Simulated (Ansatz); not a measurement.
## TiSe₂: a changed input and its effect

System: TiSe₂ (P-3m1, 3 atoms in the cell).
Method of run 1: DFT, PBEsol, all-electron LAPW, scalar-relativistic, no spin polarisation (Ansatz 0.2.0).

The structure derives from an entry of the Crystallography Open Database. Text and figures count atoms from 1; the logs count them from 0 in places.

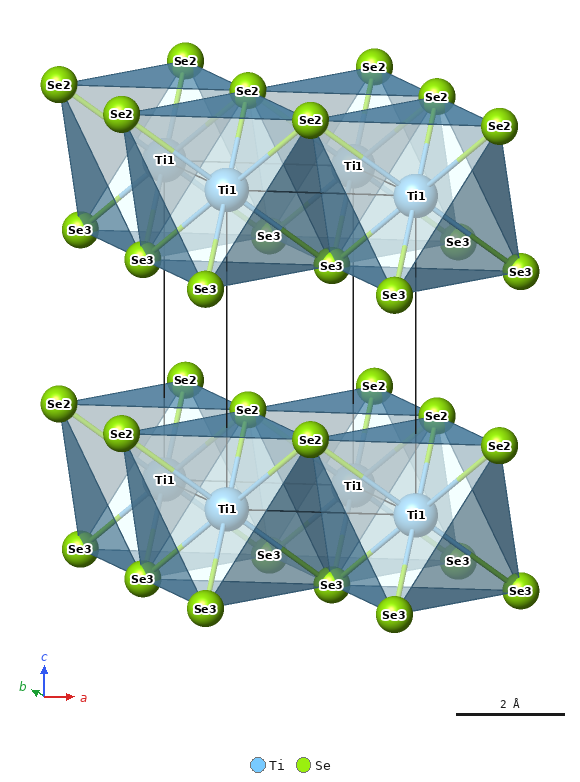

**Figure 1.** The structure (polyhedral view of the cell of the calculation, seen slightly off an axis; polyhedra are completed across the faces of the cell; atoms are numbered from 1 in the order of the input).

## Input file, run 1
```yaml
crystal:
  lattice:
    - [3.5713618247, 0.0, 0.0]
    - [-1.7856809123, 3.0928900663, 0.0]
    - [0.0, 0.0, 6.004]
  atoms:
    - { symbol: Ti, position: [0.0, 0.0, 0.0] }
    - { symbol: Se, position: [0.3333333333, 0.6666666667, 0.2552] }
    - { symbol: Se, position: [0.6666666667, 0.3333333333, 0.7448] }
kpoints:
  mp_grid: { grid: [12, 12, 6] }
  band_path:
    path:
      - [0.0, 0.0, 0.0]
      - [0.5, 0.0, 0.0]
      - [0.3333333333, 0.3333333333, 0.0]
      - [0.0, 0.0, 0.0]
      - [0.0, 0.0, 0.5]
      - [0.5, 0.0, 0.5]
      - [0.3333333333, 0.3333333333, 0.5]
      - [0.0, 0.0, 0.5]
      - [0.5, 0.0, 0.5]
    npoints: 5
scf:
  occupations: { method: fermi_dirac, width: 0.03 }
hamiltonian:
  xc: pbesol
  pseudopotentials: { kind: all_electron, lapw: { basis_error: 0.001 } }
output:
  forces: true
  stress: true
  eigenvalues: true
```

Command:
```bash
ansatz run input.yaml --threads 1 --pin off --max-ram 6144MiB --backend cpu --events-out ev --progress --plain --runs-dir out
```

Hardware: 1 thread of Arm Neoverse V1, 24 GiB of memory available, shared host.

## Output, shortened to warnings, some set-up lines, iterations and results (run 1)
```
Basis set: ecut = 265.46544421451205 eV, 651 PW (Γ), exchange–correlation at level 2
Symmetry: 12 space group operations
k-points: 100 of 864
Initial density: superposition of atomic densities (chi_scale 0.1, normalization cell, long waves kept (reshape's long-wave potential 0.10 eV rms))
[...]
SCF iter   1: F=—  HF=-155373.024146 eV  |F-HF|=—  |Δ(HF+E_count)|=         —  Δρ=3.31e-2  dr2=9.58e-1  ethr=1.59e-3  ⟨swp⟩=2.0  Hψ=23437  notcnv=0
SCF iter   2: F=—  HF=-155373.164760 eV  |F-HF|=—  |Δ(HF+E_count)|=   1.41e-1  Δρ=3.86e-2  dr2=4.02e0  ethr=1.59e-3  ⟨swp⟩=3.0  Hψ=12108  notcnv=0  recentre
SCF iter   3: F=—  HF=-155372.718582 eV  |F-HF|=—  |Δ(HF+E_count)|=   4.46e-1  Δρ=2.09e-2  dr2=3.60e-1  ethr=1.59e-3  ⟨swp⟩=3.0  Hψ=11335  notcnv=0
SCF iter   4: F=—  HF=-155372.579730 eV  |F-HF|=—  |Δ(HF+E_count)|=   1.39e-1  Δρ=2.36e-3  dr2=5.21e-3  ethr=8.70e-6  ⟨swp⟩=2.0  Hψ=19026  notcnv=0
SCF iter   5: F=—  HF=-155372.579792 eV  |F-HF|=—  |Δ(HF+E_count)|=         —  Δρ=3.18e-4  dr2=3.64e-5  ethr=8.68e-6  ⟨swp⟩=2.2  Hψ=11035  notcnv=0
SCF iter   6: F=—  HF=-155372.579810 eV  |F-HF|=—  |Δ(HF+E_count)|=   1.86e-5  Δρ=6.31e-5  dr2=4.57e-6  ethr=6.07e-8  ⟨swp⟩=3.0  Hψ=11560  notcnv=0
SCF iter   7: F=—  HF=-155372.579807 eV  |F-HF|=—  |Δ(HF+E_count)|=   3.58e-6  Δρ=3.17e-5  dr2=1.56e-6  ethr=7.61e-9  ⟨swp⟩=2.0  Hψ=10919  notcnv=0
SCF iter   8: F=—  HF=-155372.579806 eV  |F-HF|=—  |Δ(HF+E_count)|=   4.64e-7  Δρ=7.32e-6  dr2=8.20e-8  ethr=2.60e-9  ⟨swp⟩=2.0  Hψ=10919  notcnv=0
SCF iter   9: F=-155372.579806 eV  HF=-155372.579806 eV  |F-HF|=1.75e-10  |Δ(HF+E_count)|=   3.12e-8  Δρ=1.10e-6  dr2=9.03e-10  ethr=1.37e-10  ⟨swp⟩=2.0  Hψ=10919  notcnv=0
SCF 1 converged in 9 iterations: F = -155372.579806 eV  dr2 = 9.03e-10
NSCF: frozen V_eff on 41 k-points
SCF converged after 9 iterations
Free energy (F): -155372.579806 eV
Harris-Foulkes:  -155372.579806 eV  (|F-HF|=1.75e-10)
Internal energy: -155372.577787 eV  (E = F + TS)
E sigma→0 (E₀):  -155372.578797 eV
Entropy (-TS):   -0.002019 eV (-0.673 meV/atom)
Fermi energy:    9.782608 eV
--- Per-component energies (eV) ---
  E_band       = -3349.926943
  E_kinetic    = 158707.826902
  E_xc         = -5821.294038
  E_electrostatic = -308259.110651  (all electrons and nuclei)
  E_smearing   = -0.002019  (= −TS)
  E_closure    = 0.000000  (closes the sum)
  E_atoms      = -155354.288798  (free atoms, spherical and without spin; not in F)
  Σ components = -155372.579806   (vs F -155372.579806, Δ=0.00e0)
  Basis errors (estimates in eV, not in F): energy 3.8e-4 per atom: plane waves 3.5e-4 (2.0e-4 summed), levels above the bands 5.5e-83, relativity 2.0e-8, radial functions 3.4e-5, core shells 6.6e-7; eigenvalues (radial functions only) 1.3e-6; not estimated: angular momenta, meshes, grids; target …
--- Forces (eV/Å), atoms counted from 1 ---
  atom   1  Ti     0.00000000     0.00000000     0.00000000
  atom   2  Se    -0.00000000     0.00000000    -0.24612240
  atom   3  Se     0.00000000    -0.00000000     0.24612240
  max |Σ_I F_I| component: 4.63e-18 eV/Å
--- Stress (GPa, compression-positive) ---
       -4.408191      -0.000000       0.000000
        0.000000      -4.408191       0.000000
        0.000000       0.000000      -2.479778
  P = ⅓ Tr σ = -3.7654 GPa (-37.654 kbar)
```

For run 2 the input was changed thus:
```diff
-    - [3.5713618247, 0.0, 0.0]
-    - [-1.7856809123, 3.0928900663, 0.0]
+    - [3.4652817705, 0.0, 0.0]
+    - [-1.7326408852, 3.0010220446, 0.0]
```

Predict how the results change.

With the same functional and potentials, run 2 lies 14.4 meV per atom lower. The pressure goes from −3.77 to 1.13 GPa. The volume per atom goes from 22.11 to 20.81 Å³. The SCF takes 8 iterations against 9. The plane waves at Γ go from 651 to 665.

## Output, shortened to warnings, some set-up lines, iterations and results (run 2)
```
Basis set: ecut = 277.996438672242 eV, 665 PW (Γ), exchange–correlation at level 2
Symmetry: 12 space group operations
k-points: 100 of 864
Initial density: superposition of atomic densities (chi_scale 0.1, normalization cell, long waves kept (reshape's long-wave potential 0.11 eV rms))
[...]
SCF iter   1: F=—  HF=-155373.047998 eV  |F-HF|=—  |Δ(HF+E_count)|=         —  Δρ=3.13e-2  dr2=9.66e-1  ethr=1.61e-3  ⟨swp⟩=2.0  Hψ=23540  notcnv=0
SCF iter   2: F=—  HF=-155373.124253 eV  |F-HF|=—  |Δ(HF+E_count)|=   7.63e-2  Δρ=2.66e-2  dr2=7.90e-1  ethr=1.61e-3  ⟨swp⟩=3.1  Hψ=12685  notcnv=0
SCF iter   3: F=—  HF=-155372.631134 eV  |F-HF|=—  |Δ(HF+E_count)|=   4.93e-1  Δρ=5.68e-3  dr2=3.67e-2  ethr=6.11e-5  ⟨swp⟩=2.0  Hψ=19752  notcnv=0
SCF iter   4: F=—  HF=-155372.625642 eV  |F-HF|=—  |Δ(HF+E_count)|=         —  Δρ=2.02e-3  dr2=1.30e-2  ethr=6.11e-5  ⟨swp⟩=2.0  Hψ=11500  notcnv=0
SCF iter   5: F=—  HF=-155372.623008 eV  |F-HF|=—  |Δ(HF+E_count)|=   2.63e-3  Δρ=2.23e-4  dr2=1.60e-5  ethr=2.17e-5  ⟨swp⟩=2.0  Hψ=11074  notcnv=0
SCF iter   6: F=—  HF=-155372.623020 eV  |F-HF|=—  |Δ(HF+E_count)|=   1.21e-5  Δρ=4.08e-5  dr2=6.02e-7  ethr=2.67e-8  ⟨swp⟩=3.0  Hψ=11514  notcnv=0
SCF iter   7: F=—  HF=-155372.623020 eV  |F-HF|=—  |Δ(HF+E_count)|=   1.79e-7  Δρ=1.53e-5  dr2=7.02e-8  ethr=1.00e-9  ⟨swp⟩=2.0  Hψ=10914  notcnv=0
SCF iter   8: F=-155372.623020 eV  HF=-155372.623020 eV  |F-HF|=2.71e-9  |Δ(HF+E_count)|=   2.17e-8  Δρ=2.81e-6  dr2=2.08e-9  ethr=1.17e-10  ⟨swp⟩=2.8  Hψ=11150  notcnv=0
SCF 1 converged in 8 iterations: F = -155372.623020 eV  dr2 = 2.08e-9
NSCF: frozen V_eff on 41 k-points
SCF converged after 8 iterations
Free energy (F): -155372.623020 eV
Harris-Foulkes:  -155372.623020 eV  (|F-HF|=2.71e-9)
Internal energy: -155372.620045 eV  (E = F + TS)
E sigma→0 (E₀):  -155372.621532 eV
Entropy (-TS):   -0.002976 eV (-0.992 meV/atom)
Fermi energy:    10.700164 eV
--- Per-component energies (eV) ---
  E_band       = -3297.545733
  E_kinetic    = 158713.718961
  E_xc         = -5822.978083
  E_electrostatic = -308263.360923  (all electrons and nuclei)
  E_smearing   = -0.002976  (= −TS)
  E_closure    = 0.000000  (closes the sum)
  E_atoms      = -155354.288798  (free atoms, spherical and without spin; not in F)
  Σ components = -155372.623020   (vs F -155372.623020, Δ=0.00e0)
  Basis errors (estimates in eV, not in F): energy 3.9e-4 per atom: plane waves 3.5e-4 (2.0e-4 summed), levels above the bands 3.7e-90, relativity 3.4e-8, radial functions 4.5e-5, core shells 1.2e-6; eigenvalues (radial functions only) 1.4e-6; not estimated: angular momenta, meshes, grids; target …
--- Forces (eV/Å), atoms counted from 1 ---
  atom   1  Ti     0.00000000     0.00000000     0.00000000
  atom   2  Se    -0.00000000     0.00000000     0.22788616
  atom   3  Se     0.00000000    -0.00000000    -0.22788616
  max |Σ_I F_I| component: 2.31e-18 eV/Å
--- Stress (GPa, compression-positive) ---
        1.085408      -0.000000       0.000000
       -0.000000       1.085408       0.000000
        0.000000       0.000000       1.210293
  P = ⅓ Tr σ = 1.1270 GPa (11.270 kbar)
```

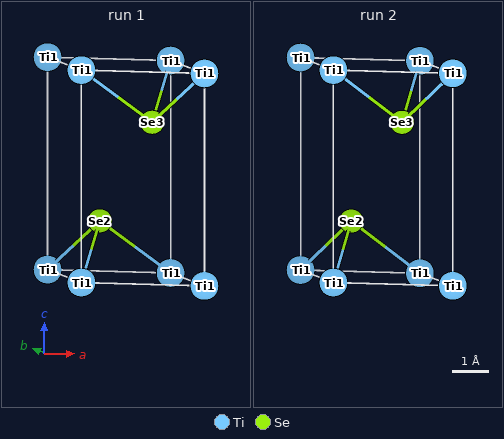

**Figure 2.** The two input geometries at one scale (ball-and-stick view of the cell of the calculation, seen slightly off an axis). The atoms keep their places relative to the cell (all moves are under 0.005 Å). The drawn cell changes as follows: a = b 3.571 → 3.465 Å (−3.0 %), c stays at 6.004 Å; the volume changes by −5.9 %. Among the contacts that change: Ti1–Se2 2.569 → 2.520 Å.

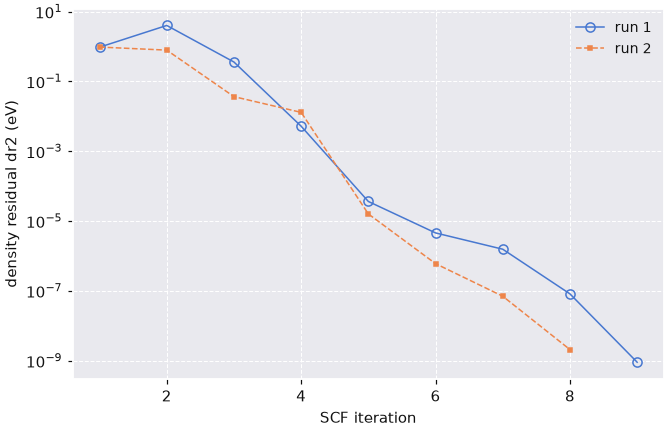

**Figure 3.** Convergence of the two runs: density residual dr2 against the SCF iteration. Run 1 takes 9 iterations in all, and run 2 takes 8.

## The two runs side by side

| quantity | run 1 | run 2 |
| --- | --- | --- |
| outcome | converged | converged |
| free energy per atom (eV) | −51790.8599 | −51790.8743 |
| energy per atom, smearing taken to zero (eV) | −51790.8596 | −51790.8738 |
| pressure (GPa) | −3.77 | 1.13 |
| volume per atom (Å³) | 22.11 | 20.81 |
| largest force (eV/Å) | 0.246 | 0.228 |
| SCF iterations | 9 | 8 |
| irreducible k-points | 100 | 100 |
| plane waves at Γ | 651 | 665 |
| wall time (shared host) | 74 s | 75 s |
